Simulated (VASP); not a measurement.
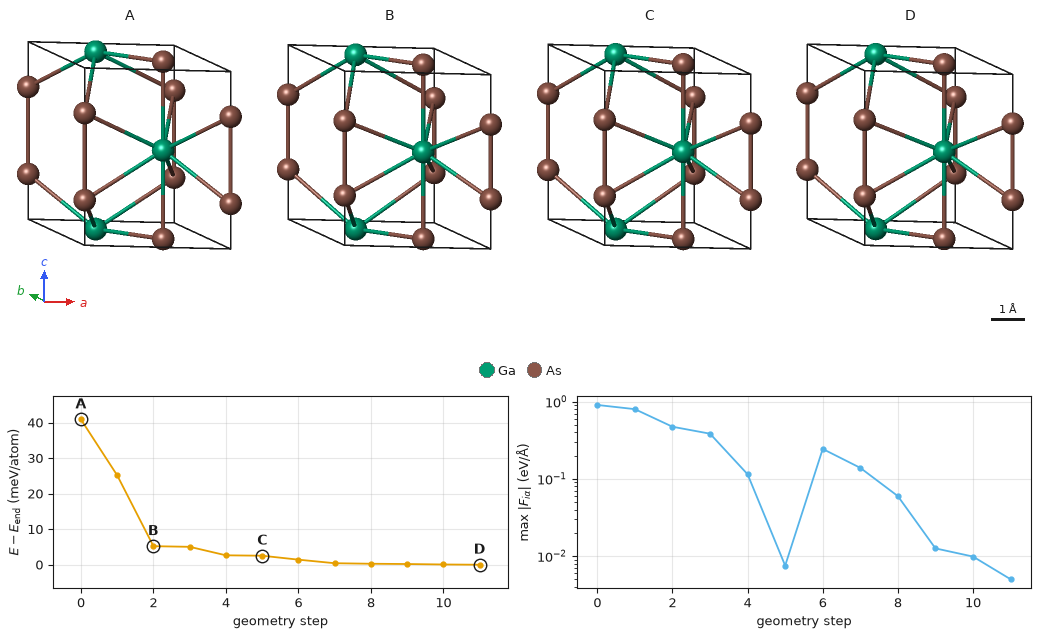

Frames of a relaxation of solid Ga2As3 (a generated structure, set up in P-6m2), marked on the history of the run. A ball-and-stick model of the cell of the calculation, seen slightly off an axis.

The run lets cell and atoms move.

Computed with Kohn-Sham DFT of a periodic cell, PBEsol, VASP PAW PBE potentials, recommended (VASP 6.6.1).

Input
```
SYSTEM = Ga2As3
  PREC = Accurate
  ENCUT = 600
  EDIFF = 1E-7
  ISMEAR = 0
  SIGMA = 0.05
  LREAL = .FALSE.
  LASPH = .TRUE.
  NELM = 80
  ALGO = Normal
  ISIF = 3
  LWAVE = .FALSE.
  LCHARG = .FALSE.
  GGA = PS
  IBRION = 2
  NSW = 60
  EDIFFG = -0.01
```

Run as
```bash
cat potpaw_PBE.64/Ga_d/POTCAR potpaw_PBE.64/As/POTCAR > POTCAR
mpirun -np 1 vasp_std > vasp.out
```

What happens along the run?

Answer. After 11 geometry steps the energy has fallen by 40.9 meV per atom. The largest force component goes from 0.91 to 0.005 eV/Å. Pressure: −0.21 GPa at the start and −0.01 GPa at the end. The largest moves relative to the cell, 0.15 Å, are those of As atoms. Ga stays in place. The drawn cell changes as follows: a = b 4.583 → 4.644 Å (+1.3 %), c 5.628 → 5.538 Å (−1.6 %); the volume changes by +1.0 %. Among the contacts that change: As–As 2.762 → 2.422 Å, As–Ga 3.009 → 3.101 Å, As–Ga 2.814 → 2.769 Å, As–Ga 2.985 → 2.942 Å. Bond angles that change, for instance: Ga–As–Ga 100.3° → 104.2°, Ga–As–As 62.4° → 65.7°. The space group stays P-6m2 (No. 187). From step 0 to 2: As atoms move most (0.17 Å), volume −1.6 %, energy −35.7 meV per atom. From step 2 to 5: As atoms move most (0.02 Å), volume +0.2 %, energy −2.7 meV per atom. From step 5 to 11: volume +2.4 %, energy −2.5 meV per atom.

```tsv
step	E − E(0), meV/atom	largest force component, eV/Å	pressure, GPa	volume, Å³/atom
0	0.00	0.9067	-0.21	20.474
1	-15.72	0.8001	-0.14	20.395
2	-35.66	0.4736	2.10	20.156
3	-35.84	0.3848	0.79	20.252
4	-38.23	0.1147	1.27	20.212
5	-38.35	0.0075	1.43	20.200
6	-39.46	0.2442	-0.49	20.958
7	-40.46	0.1389	0.27	20.644
8	-40.61	0.0598	-0.22	20.736
9	-40.68	0.0126	-0.05	20.701
10	-40.81	0.0099	-0.02	20.695
11	-40.88	0.0050	-0.01	20.687
```
